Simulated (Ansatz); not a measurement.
# Hf2N (slab): what the fields show

Input file:

```
crystal:
  lattice:
    - [3.2274489605, 0.0, 0.0]
    - [0.0, 7.4890229869, 0.0]
    - [0.0, 0.0, 24.7017544593]
  atoms:
    - { symbol: Hf, position: [0.5, 0.7045366964, 0.3036221582] }
    - { symbol: Hf, position: [0.5, 0.2954633036, 0.3036221582] }
    - { symbol: "N", position: [0.0, 0.5, 0.3036221582] }
    - { symbol: "N", position: [0.5, 0.0, 0.3036221582] }
    - { symbol: Hf, position: [0.0, 0.0, 0.365633139] }
    - { symbol: Hf, position: [0.0, 0.5, 0.3932000655] }
    - { symbol: Hf, position: [0.5, 0.2045366964, 0.4552110463] }
    - { symbol: Hf, position: [0.5, 0.7954633036, 0.4552110463] }
    - { symbol: "N", position: [0.0, 0.0, 0.4552110463] }
    - { symbol: "N", position: [0.5, 0.5, 0.4552110463] }
    - { symbol: Hf, position: [0.0, 0.5, 0.5172220271] }
    - { symbol: Hf, position: [0.0, 0.0, 0.5447889537] }
    - { symbol: Hf, position: [0.5, 0.7045366964, 0.6067999345] }
    - { symbol: Hf, position: [0.5, 0.2954633036, 0.6067999345] }
    - { symbol: "N", position: [0.0, 0.5, 0.6067999345] }
    - { symbol: "N", position: [0.5, 0.0, 0.6067999345] }
    - { symbol: Hf, position: [0.0, 0.0, 0.6688109152] }
    - { symbol: Hf, position: [0.0, 0.5, 0.6963778418] }
basis:
  ecutwfc: 420
kpoints:
  mp_grid: { grid: [11, 5, 1] }
hamiltonian:
  xc: pbesol
scf:
  occupations: { method: gaussian, width: 0.1 }
output:
  forces: true
  eigenvalues: true
  write_density: true
  write_potential: true
  elf: true
  volumetric_format: npy
efield:
  axis: 3
  dipole_correction: true
  ramp_width: 0.04
```

Run with:

```sh
ansatz run input.yaml --threads 4 --pin off --max-ram 10240MiB --backend cpu --events-out ev --progress --plain --runs-dir out
```

Not relaxed (largest force 2.0 eV/Å).

Level of theory: DFT PBEsol, scalar-relativistic, plane waves, PAW in Ansatz 0.2.0.

In a PAW calculation such maps are meaningful between the atoms, not at the nuclei.

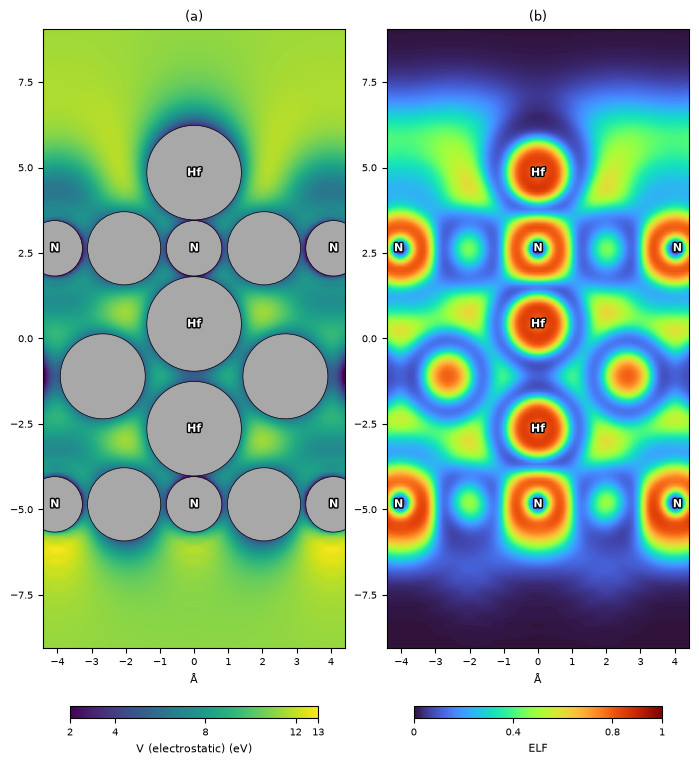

Figure 1. (a) electrostatic potential (local pseudopotential plus Hartree) felt by an electron; (b) ELF on the (110) plane of the calculation cell, a cut from vacuum to vacuum. Grey discs cover the atomic cores in the potential map.

> Interpret the plot.

- The plane passes through N and Hf nuclei.
- Atoms just off the plane (Hf, 0.6 Å away) can leave unmarked features too.
- Hf–N (2.21 Å): the ELF peaks at about 0.80 in the valence shell of N, 0.6 Å from its nucleus, and is about 0.15 at the midpoint: no shared electron pair shows on this line.
- Hf–Hf (3.06 Å): the ELF is about 0.10 at the midpoint: no localised pair shows between them.
- The features right at Hf lie inside the PAW spheres, where the map follows smoothed inner orbitals and isn't to be read closely.

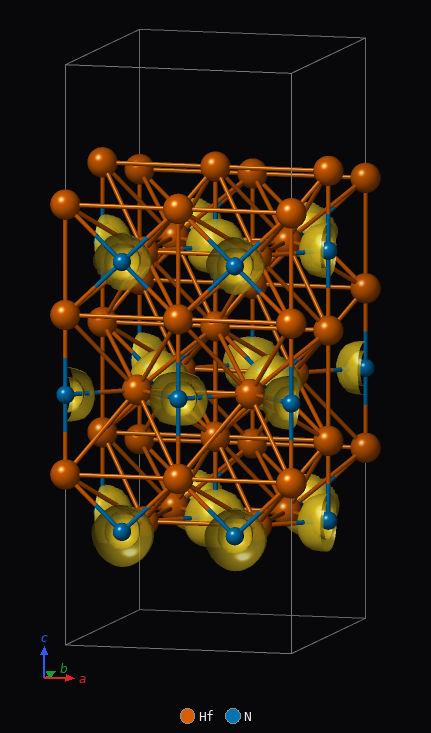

Figure 2. Isosurface of the ELF at 0.75 (yellow), seen slightly off an axis. Core shells and regions of very low density are left out. Sticks mark near contacts.

> Identify the bonds, lone pairs and shells in this picture.

The ELF exceeds this value in six regions wrapped around N (the valence shell of each), counted in one cell of 18 atoms. Counts are for one cell; the picture repeats the cell along the surface.

> Does the calculation make it a metal, or give it a gap?

It is metallic or semimetallic at this level of theory: no gap opens.
